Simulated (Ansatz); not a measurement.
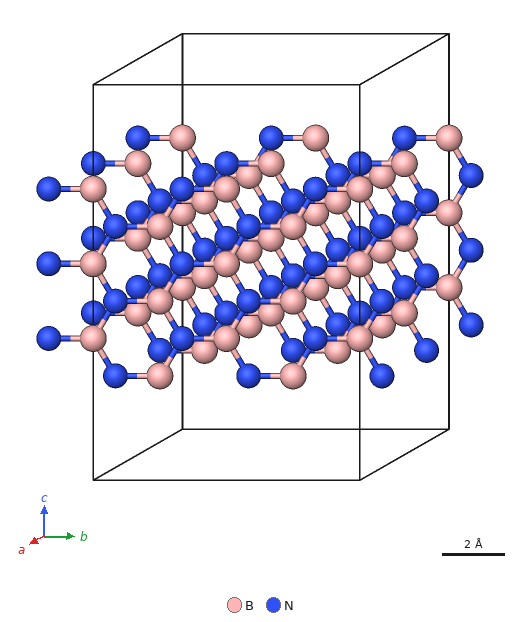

The input geometry (ball-and-stick view of the 2 × 2 repeat of the cell, with the vacuum cut short, seen slightly off an axis; bonded neighbours outside the cell are drawn too). An atom can appear more than once, as a periodic image. Near neighbours in the periodic cell (some may lie outside the picture): B has 2 N at 1.45 Å; N has 2 B at 1.45 Å; B has 3 N at 1.45 Å; N has 3 B at 1.45 Å.

# Run report: BN, geometry relaxation (part 1 of 3)

BN (slab, 12 atoms in the cell), computed with DFT PBEsol, scalar-relativistic, plane waves, PAW, no spin polarisation (Ansatz 0.2.0).

The structure derives from a Materials Project entry. The input holds or restrains some coordinates. Forces given for the steps count only the free coordinates. It belongs to a series of runs on one base structure; here: clean slab, lower half held.

## Output
```
Engine: ansatz 0.2.0, x86_64-unknown-linux-gnu
Pseudopotentials: kind: paw
Pseudopotential: B, paw, valence charge 3, recommended cutoff 420 eV (normal), B.paw.azcp
Pseudopotential: N, paw, valence charge 5, recommended cutoff 420 eV (normal), N.paw.azcp
Functional definition: PBEsol
  exchange = pbesol_x
  correlation = pbesol_c
Crystal: 12 atoms, lattice volume = 351.251 Å³
Basis set: ecut = 420 eV, 6899 PW (Γ), exchange–correlation on 54×60×320 points (8 copies of the dense FFT grid, shifted against one another)
Bands: 36, of which v1, the nominal top of the filled ones, is band 24 counted from 1 (23 counted from 0)
Symmetry: 1 space group operations
k-points: 29 of 56 (time reversal used)
Non-local potential: B, projectors of the file, l = 0: 2, l = 1: 2, l = 2: 1
Non-local potential: N, projectors of the file, l = 0: 2, l = 1: 2, l = 2: 1
PAW form: soft (Blöchl's): semilocal exchange-correlation on the pseudo side does not see the compensation charge
PAW frozen core: B, regenerated for the run's functional, and the local potential with it (the file was generated under x = pbe(κ = 0.804, μ = 0.2195149727645171), c = pbe(β = 0.06672455060314922))
PAW frozen core: N, regenerated for the run's functional, and the local potential with it (the file was generated under x = pbe(κ = 0.804, μ = 0.2195149727645171), c = pbe(β = 0.06672455060314922))
PAW one-centre angular grid: B, 110 points (default); XC on 64 Gauss nodes
PAW one-centre angular grid: N, 110 points (default); XC on 64 Gauss nodes
Initial density: superposition of atomic densities (neutral atoms: chi_scale 0, normalization atom), corrected by the library's trained network
Initial wavefunctions: pseudopotential atomic-orbital guess
Functional: x = pbesol(κ = 0.804, μ = 0.12345679012345678), c = pbesol(β = 0.046)
SCF iter   1: F=—  HF=-3193.105771 eV  |F-HF|=—  |Δ(HF+E_count)|=         —  Δρ=7.25e-3  dr2=1.48e-1  ethr=1.77e-3  p=0.000 e·Å  D=2.72e-14 V/Å  ΔV_dip=-0.00 eV  dr2_dipole=8.08e-9  V_vac-E_F(+/−)=5.20/5.20 eV  ⟨swp⟩=7.8  Hψ=5764  notcnv=0  defer=62
efield: sawtooth ramp at fractional position 0.9800 (placed from the atoms, in the widest stretch of the axis that holds none; the zero of the levels goes with the place), width 0.0400; the density the first Hamiltonian is built on has a dipole p = 0.000 e·Å; the dipole correction subtracts the counter field D = 2.72e-14 V/Å, which shifts the + side's vacuum level by -0.00 eV against the − side's; the planar-averaged density in the ramp window peaks in size at 4.1e-6 e/Å³
preconditioner: auto → Resta (q_TF=auto, 1.958 Å⁻¹)  ε∞=2.2  [insulator: Δε(μ)=1.007 eV  Ē_g=12.703 eV  σ=0.050 eV  W_gap=1.00  n_scr=48 (ndim 8)  ℏωp=13.7 eV  f_vac=0.598  D(μ)=0.00/eV (n_scr^D=0)  ε∞_Penn≈2.2  vacuum switching on, ρ_ref=1.2e-2 e/Å³]
SCF iter   2: F=—  HF=-3193.081871 eV  |F-HF|=—  |Δ(HF+E_count)|=   2.39e-2  Δρ=2.76e-3  dr2=2.75e-2  ethr=3.08e-4  p=0.000 e·Å  D=2.28e-5 V/Å  ΔV_dip=-0.00 eV  dr2_dipole=1.52e-8  V_vac-E_F(+/−)=5.41/5.41 eV  ⟨swp⟩=2.1  Hψ=1956  notcnv=0  defer=198
SCF iter   3: F=—  HF=-3193.081701 eV  |F-HF|=—  |Δ(HF+E_count)|=   1.70e-4  Δρ=1.71e-3  dr2=8.38e-3  ethr=5.73e-5  p=-0.000 e·Å  D=-3.86e-6 V/Å  ΔV_dip=0.00 eV  dr2_dipole=6.28e-10  V_vac-E_F(+/−)=5.43/5.43 eV  ⟨swp⟩=2.0  Hψ=1557  notcnv=0  defer=198
SCF iter   4: F=—  HF=-3193.082298 eV  |F-HF|=—  |Δ(HF+E_count)|=   5.97e-4  Δρ=6.66e-4  dr2=1.24e-3  ethr=1.75e-5  p=-0.000 e·Å  D=-3.84e-6 V/Å  ΔV_dip=0.00 eV  dr2_dipole=5.39e-10  V_vac-E_F(+/−)=5.48/5.48 eV  ⟨swp⟩=2.6  Hψ=1265  notcnv=0  defer=198
SCF iter   5: F=—  HF=-3193.082638 eV  |F-HF|=—  |Δ(HF+E_count)|=   3.40e-4  Δρ=1.98e-4  dr2=1.31e-4  ethr=2.59e-6  p=0.000 e·Å  D=1.81e-6 V/Å  ΔV_dip=-0.00 eV  dr2_dipole=7.89e-11  V_vac-E_F(+/−)=5.52/5.52 eV  ⟨swp⟩=2.4  Hψ=1383  notcnv=0  defer=198
SCF iter   6: F=-3193.082712 eV  HF=-3193.082704 eV  |F-HF|=8.26e-6  |Δ(HF+E_count)|=   6.59e-5  Δρ=5.58e-5  dr2=1.03e-5  ethr=4.69e-8  p=-0.000 e·Å  D=-3.86e-7 V/Å  ΔV_dip=0.00 eV  dr2_dipole=5.24e-12  V_vac-E_F(+/−)=5.53/5.53 eV  ⟨swp⟩=20.9  Hψ=11471  notcnv=0
SCF 1 converged in 6 iterations: F = -3193.082712 eV  dr2 = 1.03e-5
  greatest PAW one-centre occupation: 0.796 electrons in one spin orbital (limit 2), on the N atom at site 3 (counted from 0), in its partial waves of l = 0
relax step   1: F+E_penalty+E_count = -3193.08271196 eV  Δ(F+E_penalty+E_count) = +0.000e0 eV  max|allowed force component| = 5.896e0 eV/Å  Δτ_max = 0.0000 Å  (6 SCF iters, dr2 threshold 2.25e-5 eV, accepted)
Initial density: handed on by an earlier stage of this run
Initial wavefunctions: those handed on with the density
iter 1 solved again at ethr=5.48e-4 eV; its pass at ethr=3.10e-3 eV (dr2=2.63e-1 eV) is discarded
SCF iter   1: F=—  HF=-3194.011182 eV  |F-HF|=—  |Δ(HF+E_count)|=         —  Δρ=9.34e-3  dr2=2.63e-1  ethr=5.48e-4  p=-0.000 e·Å  D=-3.83e-7 V/Å  ΔV_dip=0.00 eV  dr2_dipole=6.84e-4  V_vac-E_F(+/−)=5.56/5.56 eV  ⟨swp⟩=1.2  Hψ=4516  notcnv=0  defer=185
efield: sawtooth ramp at fractional position 0.9800 (handed on by an earlier solve), width 0.0400; the density the first Hamiltonian is built on has a dipole p = -0.000 e·Å; the dipole correction subtracts the counter field D = -3.83e-7 V/Å, which shifts the + side's vacuum level by +0.00 eV against the − side's; the planar-averaged density in the ramp window peaks in size at 1.2e-7 e/Å³
preconditioner: auto → Resta (q_TF=auto, 1.958 Å⁻¹)  ε∞=2.1  [insulator: Δε(μ)=1.199 eV  Ē_g=13.059 eV  σ=0.050 eV  W_gap=1.00  n_scr=48 (ndim 8)  ℏωp=13.7 eV  f_vac=0.602  D(μ)=0.00/eV (n_scr^D=0)  ε∞_Penn≈2.1  vacuum switching on, ρ_ref=1.2e-2 e/Å³]
SCF iter   2: F=—  HF=-3193.970755 eV  |F-HF|=—  |Δ(HF+E_count)|=   4.04e-2  Δρ=5.11e-3  dr2=7.66e-2  ethr=5.48e-4  p=-0.014 e·Å  D=-6.98e-3 V/Å  ΔV_dip=0.16 eV  dr2_dipole=2.44e-4  V_vac-E_F(+/−)=5.69/5.53 eV  ⟨swp⟩=3.0  Hψ=1631  notcnv=0  defer=185
SCF iter   3: F=—  HF=-3193.959027 eV  |F-HF|=—  |Δ(HF+E_count)|=   1.17e-2  Δρ=2.11e-3  dr2=7.82e-3  ethr=1.60e-4  p=-0.009 e·Å  D=-4.46e-3 V/Å  ΔV_dip=0.10 eV  dr2_dipole=6.39e-5  V_vac-E_F(+/−)=5.66/5.56 eV  ⟨swp⟩=2.7  Hψ=2004  notcnv=0  defer=190
SCF iter   4: F=—  HF=-3193.960156 eV  |F-HF|=—  |Δ(HF+E_count)|=   1.13e-3  Δρ=5.25e-4  dr2=7.10e-4  ethr=1.63e-5  p=-0.016 e·Å  D=-8.15e-3 V/Å  ΔV_dip=0.19 eV  dr2_dipole=2.70e-7  V_vac-E_F(+/−)=5.75/5.56 eV  ⟨swp⟩=2.0  Hψ=1487  notcnv=0  defer=190
SCF iter   5: F=—  HF=-3193.960351 eV  |F-HF|=—  |Δ(HF+E_count)|=   1.95e-4  Δρ=1.40e-4  dr2=8.64e-5  ethr=1.48e-6  p=-0.017 e·Å  D=-8.53e-3 V/Å  ΔV_dip=0.20 eV  dr2_dipole=2.57e-6  V_vac-E_F(+/−)=5.76/5.56 eV  ⟨swp⟩=2.0  Hψ=1379  notcnv=0  defer=190
SCF iter   6: F=-3193.960364 eV  HF=-3193.960367 eV  |F-HF|=2.68e-6  |Δ(HF+E_count)|=   1.57e-5  Δρ=5.79e-5  dr2=1.21e-5  ethr=1.80e-7  p=-0.018 e·Å  D=-9.09e-3 V/Å  ΔV_dip=0.21 eV  dr2_dipole=5.94e-8  V_vac-E_F(+/−)=5.77/5.56 eV  ⟨swp⟩=21.2  Hψ=12114  notcnv=0
SCF 2 converged in 6 iterations: F = -3193.960364 eV  dr2 = 1.21e-5
  greatest PAW one-centre occupation: 0.797 electrons in one spin orbital (limit 2), on the N atom at site 9 (counted from 0), in its partial waves of l = 0
relax step   2: F+E_penalty+E_count = -3193.96036418 eV  Δ(F+E_penalty+E_count) = -8.777e-1 eV  max|allowed force component| = 3.018e0 eV/Å  Δτ_max = 0.1698 Å  (6 SCF iters, dr2 threshold 1.00e-4 eV, accepted)
iter 1 solved again at ethr=6.35e-4 eV; its pass at ethr=3.10e-3 eV (dr2=3.05e-1 eV) is discarded
SCF iter   1: F=—  HF=-3194.320446 eV  |F-HF|=—  |Δ(HF+E_count)|=         —  Δρ=1.01e-2  dr2=3.08e-1  ethr=6.35e-4  p=-0.018 e·Å  D=-9.09e-3 V/Å  ΔV_dip=0.21 eV  dr2_dipole=8.29e-3  V_vac-E_F(+/−)=5.79/5.57 eV  ⟨swp⟩=1.8  Hψ=5221  notcnv=0  defer=157
efield: sawtooth ramp at fractional position 0.9800 (handed on by an earlier solve), width 0.0400; the density the first Hamiltonian is built on has a dipole p = -0.018 e·Å; the dipole correction subtracts the counter field D = -9.09e-3 V/Å, which shifts the + side's vacuum level by +0.21 eV against the − side's; the planar-averaged density in the ramp window peaks in size at 1.4e-7 e/Å³
preconditioner: auto → Resta (q_TF=auto, 1.958 Å⁻¹)  ε∞=2.1  [insulator: Δε(μ)=1.208 eV  Ē_g=13.322 eV  σ=0.050 eV  W_gap=1.00  n_scr=48 (ndim 8)  ℏωp=13.7 eV  f_vac=0.608  D(μ)=0.00/eV (n_scr^D=0)  ε∞_Penn≈2.1  vacuum switching on, ρ_ref=1.3e-2 e/Å³]
SCF iter   2: F=—  HF=-3194.271353 eV  |F-HF|=—  |Δ(HF+E_count)|=   4.91e-2  Δρ=4.67e-3  dr2=5.82e-2  ethr=6.35e-4  p=-0.065 e·Å  D=-3.33e-2 V/Å  ΔV_dip=0.77 eV  dr2_dipole=1.67e-3  V_vac-E_F(+/−)=6.32/5.55 eV  ⟨swp⟩=3.0  Hψ=1692  notcnv=0  defer=157
SCF iter   3: F=—  HF=-3194.267404 eV  |F-HF|=—  |Δ(HF+E_count)|=   3.95e-3  Δρ=2.19e-3  dr2=1.01e-2  ethr=1.21e-4  p=-0.047 e·Å  D=-2.41e-2 V/Å  ΔV_dip=0.56 eV  dr2_dipole=2.46e-4  V_vac-E_F(+/−)=6.13/5.57 eV  ⟨swp⟩=2.9  Hψ=2036  notcnv=0  defer=185
SCF iter   4: F=—  HF=-3194.269781 eV  |F-HF|=—  |Δ(HF+E_count)|=   2.38e-3  Δρ=1.01e-3  dr2=2.55e-3  ethr=2.10e-5  p=-0.054 e·Å  D=-2.77e-2 V/Å  ΔV_dip=0.64 eV  dr2_dipole=2.23e-5  V_vac-E_F(+/−)=6.21/5.57 eV  ⟨swp⟩=2.4  Hψ=1295  notcnv=0  defer=185
SCF iter   5: F=—  HF=-3194.270347 eV  |F-HF|=—  |Δ(HF+E_count)|=   5.65e-4  Δρ=2.74e-4  dr2=2.07e-4  ethr=5.32e-6  p=-0.057 e·Å  D=-2.94e-2 V/Å  ΔV_dip=0.68 eV  dr2_dipole=1.39e-6  V_vac-E_F(+/−)=6.25/5.57 eV  ⟨swp⟩=2.0  Hψ=1393  notcnv=0  defer=185
SCF iter   6: F=-3194.270417 eV  HF=-3194.270425 eV  |F-HF|=8.48e-6  |Δ(HF+E_count)|=   7.88e-5  Δρ=8.00e-5  dr2=2.46e-5  ethr=2.08e-7  p=-0.058 e·Å  D=-2.99e-2 V/Å  ΔV_dip=0.70 eV  dr2_dipole=1.60e-9  V_vac-E_F(+/−)=6.26/5.57 eV  ⟨swp⟩=20.7  Hψ=11779  notcnv=0
SCF 3 converged in 6 iterations: F = -3194.270417 eV  dr2 = 2.46e-5
  greatest PAW one-centre occupation: 0.809 electrons in one spin orbital (limit 2), on the N atom at site 11 (counted from 0), in its partial waves of l = 0
relax step   3: F+E_penalty+E_count = -3194.27041699 eV  Δ(F+E_penalty+E_count) = -3.101e-1 eV  max|allowed force component| = 2.232e0 eV/Å  Δτ_max = 0.1965 Å  (6 SCF iters, dr2 threshold 1.00e-4 eV, accepted)
SCF iter   1: F=—  HF=-3194.376440 eV  |F-HF|=—  |Δ(HF+E_count)|=         —  Δρ=4.35e-3  dr2=5.87e-2  ethr=1.09e-3  p=-0.058 e·Å  D=-2.99e-2 V/Å  ΔV_dip=0.70 eV  dr2_dipole=1.31e-5  V_vac-E_F(+/−)=6.25/5.55 eV  ⟨swp⟩=3.3  Hψ=2530  notcnv=0  defer=183
efield: sawtooth ramp at fractional position 0.9800 (handed on by an earlier solve), width 0.0400; the density the first Hamiltonian is built on has a dipole p = -0.058 e·Å; the dipole correction subtracts the counter field D = -2.99e-2 V/Å, which shifts the + side's vacuum level by +0.70 eV against the − side's; the planar-averaged density in the ramp window peaks in size at 2.5e-7 e/Å³
preconditioner: auto → Resta (q_TF=auto, 1.958 Å⁻¹)  ε∞=2.1  [insulator: Δε(μ)=1.168 eV  Ē_g=13.285 eV  σ=0.050 eV  W_gap=1.00  n_scr=48 (ndim 8)  ℏωp=13.7 eV  f_vac=0.606  D(μ)=0.00/eV (n_scr^D=0)  ε∞_Penn≈2.1  vacuum switching on, ρ_ref=1.3e-2 e/Å³]
SCF iter   2: F=—  HF=-3194.358704 eV  |F-HF|=—  |Δ(HF+E_count)|=   1.77e-2  Δρ=1.68e-3  dr2=6.04e-3  ethr=1.22e-4  p=-0.062 e·Å  D=-3.17e-2 V/Å  ΔV_dip=0.74 eV  dr2_dipole=1.89e-4  V_vac-E_F(+/−)=6.30/5.56 eV  ⟨swp⟩=2.3  Hψ=1915  notcnv=0  defer=189
SCF iter   3: F=—  HF=-3194.358011 eV  |F-HF|=—  |Δ(HF+E_count)|=   6.92e-4  Δρ=5.99e-4  dr2=9.12e-4  ethr=1.26e-5  p=-0.072 e·Å  D=-3.73e-2 V/Å  ΔV_dip=0.87 eV  dr2_dipole=2.52e-5  V_vac-E_F(+/−)=6.43/5.56 eV  ⟨swp⟩=2.0  Hψ=1405  notcnv=0  defer=189
SCF iter   4: F=—  HF=-3194.357996 eV  |F-HF|=—  |Δ(HF+E_count)|=   1.50e-5  Δρ=2.44e-4  dr2=1.66e-4  ethr=1.90e-6  p=-0.070 e·Å  D=-3.63e-2 V/Å  ΔV_dip=0.84 eV  dr2_dipole=4.60e-6  V_vac-E_F(+/−)=6.41/5.56 eV  ⟨swp⟩=2.0  Hψ=1526  notcnv=0  defer=189
SCF iter   5: F=—  HF=-3194.358018 eV  |F-HF|=—  |Δ(HF+E_count)|=   2.22e-5  Δρ=1.25e-4  dr2=6.50e-5  ethr=2.08e-7  p=-0.071 e·Å  D=-3.68e-2 V/Å  ΔV_dip=0.86 eV  dr2_dipole=9.49e-8  V_vac-E_F(+/−)=6.42/5.56 eV  ⟨swp⟩=20.8  Hψ=11158  notcnv=0
SCF iter   6: F=-3194.358012 eV  HF=-3194.358013 eV  |F-HF|=8.19e-7  |Δ(HF+E_count)|=   5.58e-6  Δρ=3.08e-5  dr2=3.87e-6  ethr=1.35e-7  p=-0.071 e·Å  D=-3.68e-2 V/Å  ΔV_dip=0.86 eV  dr2_dipole=9.95e-9  V_vac-E_F(+/−)=6.42/5.56 eV  ⟨swp⟩=14.6  Hψ=10319  notcnv=0
SCF 4 converged in 6 iterations: F = -3194.358012 eV  dr2 = 3.87e-6
  greatest PAW one-centre occupation: 0.806 electrons in one spin orbital (limit 2), on the N atom at site 11 (counted from 0), in its partial waves of l = 0
relax step   4: F+E_penalty+E_count = -3194.35801204 eV  Δ(F+E_penalty+E_count) = -8.760e-2 eV  max|allowed force component| = 3.439e-1 eV/Å  Δτ_max = 0.0549 Å  (6 SCF iters, dr2 threshold 1.00e-4 eV, accepted)
```
